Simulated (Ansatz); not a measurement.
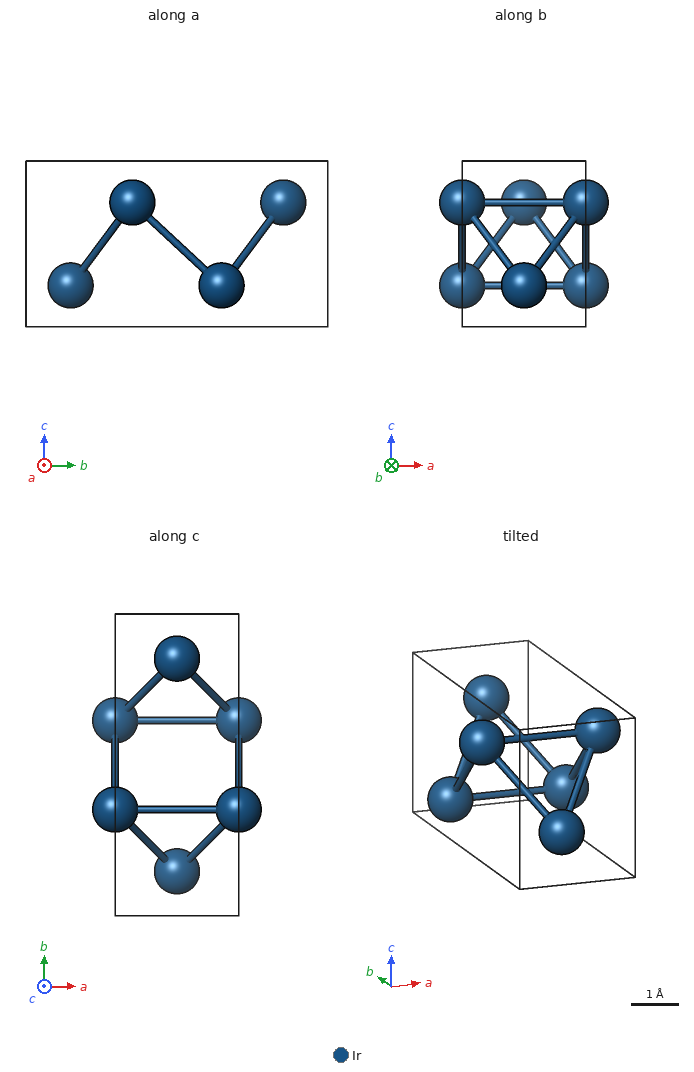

Drawn in the ball-and-stick manner and seen along the a axis, along the b axis, along the c axis and slightly off an axis. The outline marks the conventional unit cell.

Lattice parameters: a = 2.653 Å, b = 6.483 Å, c = 3.562 Å, α = 90.00°, β = 90.00°, γ = 90.00°. Put a along x and b in the xy plane.

Reconstruct the structure as a POSCAR file, with free fractional coordinates to two decimals.

```
Ir
1.0
     2.653    0.000    0.000
     0.000    6.483    0.000
     0.000    0.000    3.562
Ir
4
Direct
  0.50 0.85 0.75
  0.00 0.65 0.25
  0.00 0.35 0.75
  0.50 0.15 0.25
```

The model was built from a structure type filled with this element by a generator (whether the element takes this form wasn't checked). Earlier steps of the study may have refined or changed the cell and positions. A calculation with Ansatz used it as input.

At this level of theory the cell isn't at rest (compressed, at 13 GPa), so its distances can differ from those at equilibrium, the more so the softer the solid.
